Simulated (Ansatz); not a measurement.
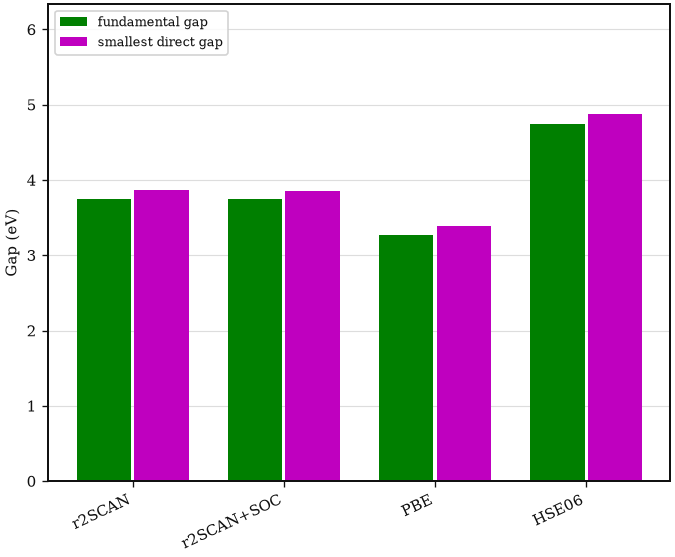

Gaps of SrO, space group R-3m, 2 atoms in the cell, rocksalt type, epitaxial (111) strain +2.0%, at several levels of theory on one cell (Ansatz, plane waves and PAW; edges over the mesh and the special points).

Q: How does the gap depend on the level, and does its kind change?

A: In rising order: PBE 3.27 eV, r2SCAN+SOC 3.75 eV, r2SCAN 3.75 eV and HSE06 4.74 eV. It is indirect at every level.
